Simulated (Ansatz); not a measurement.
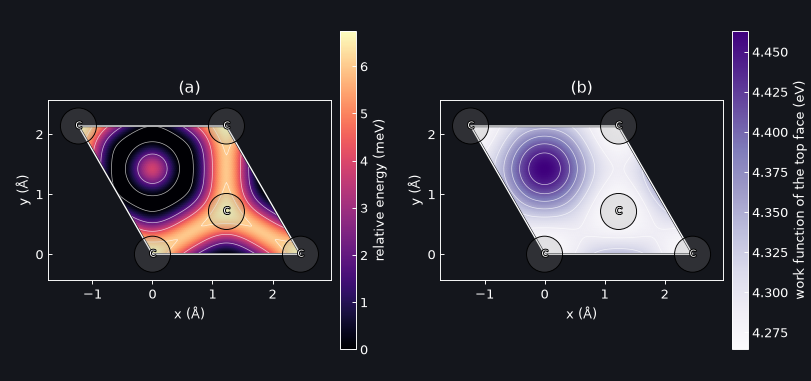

Si on a two-dimensional sheet of C (8 atoms of substrate and one adsorbate in a 2 × 2 cell). Si is moved over the surface cell at a fixed height above a rigid substrate; the origin of the map has the adsorbate above C1; the height is held at 3.10 Å. Places are given modulo a cell vector. The map is drawn in real space over the plane of the surface. Grid: 6 × 6 points; 7 points were computed and 29 follow by symmetry. Places are given in fractions of the 1 × 1 surface cell. Energies: meV, counted from the lowest grid point. At a fixed height the lowest place need not be the adsorption site. The calculation used DFT PBE+D3(BJ), scalar-relativistic, plane waves, PAW (Ansatz 0.2.0). Settings: cutoff 420 eV, k-mesh 6×6×1, gaussian smearing 0.1 eV, spin-polarised.

Panel (a) is the energy; panel (b) is the computed work function of the top face, in eV.

Drawn: a smooth colour map with a few white contour lines, labelled circles for the atoms of the top layer, the outline of one cell of the plane. Between grid points the surface is interpolated.

> How does the work function of the top face vary over the map, and what is it at the lowest grid point?

It runs from 4.26 eV at the top site over a surface C atom, (0/6, 0/6) of the cell vectors to 4.46 eV at a sixfold hollow, (2/6, 4/6) of the cell vectors. At the lowest grid point, (0/6, 3/6) of the cell vectors [nearest 1 C at 3.18 Å], it is 4.34 eV.

PAW datasets: the set soft_1.
